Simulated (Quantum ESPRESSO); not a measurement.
## Electronic structure of CoSi in real space

```xyz
4
Lattice="-2.7813 0.0000 0.0000 0.0000 2.7813 2.7813 0.0000 2.7813 -2.7813" Properties=species:S:1:pos:R:3 pbc="T T T"
Co   -2.7712    4.1637    0.0361
Co   -0.0101    1.3989   -0.0361
Si   -1.3895    2.7628   -1.3616
Si   -1.3918    2.7999    1.3616
```

Space group P-1; a structure from a database of computed crystals, not necessarily the ambient phase; not relaxed (largest force 0.5 eV/Å); spin-polarised.

Level of theory: Quantum ESPRESSO 7.5, Kohn-Sham DFT of a periodic cell, PBE, SSSP 1.3 efficiency PBE.

The density is the valence pseudo-density of a pseudopotential calculation; it isn't the true density close to the nuclei.

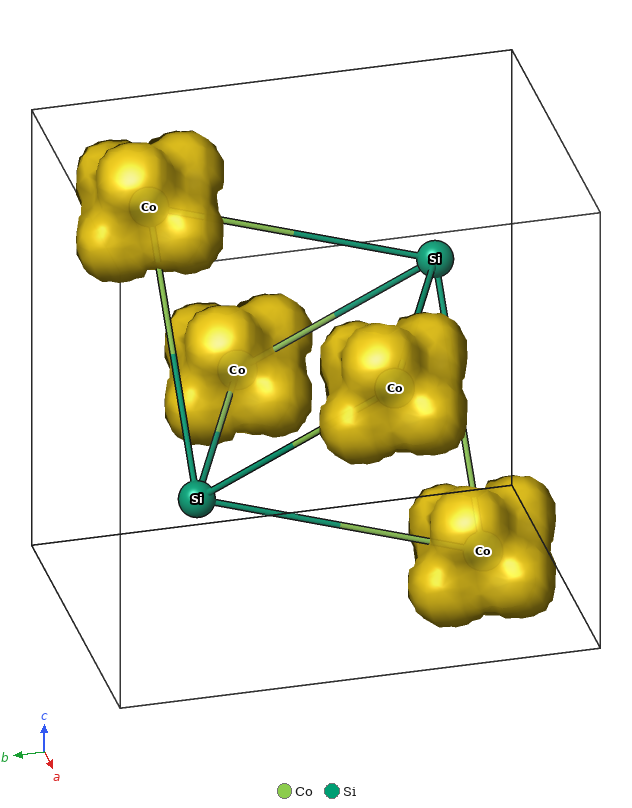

Figure 1. Isosurfaces of the magnetisation density (up minus down) at +0.15 (yellow) and −0.15 e/Å³ (cyan), seen at an oblique angle. Sticks mark near contacts.

Which atoms carry the moments, and with what signs?

Answer. The spin density sits on Co: +0.6 μB (×2) in one cell of 4 atoms: parallel moments (a ferromagnetic arrangement) in this solution. The cell of the calculation (4 atoms) carries 1.1 μB of net spin moment. Only one sign reaches the isovalue.

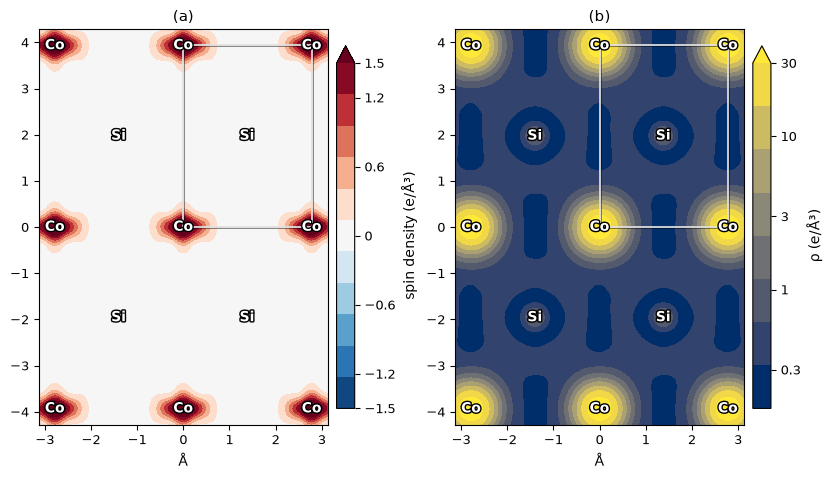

Figure 2. (a) spin density; (b) valence electron density on the (001) plane of the conventional cell.

Interpret the plot.

Answer. The section cuts through Co and Si sites. Co–Si (2.40 Å): ρ at the midpoint is about 0.41 e/Å³. Between the atoms the lowest density in this plane is 0.27 e/Å³.
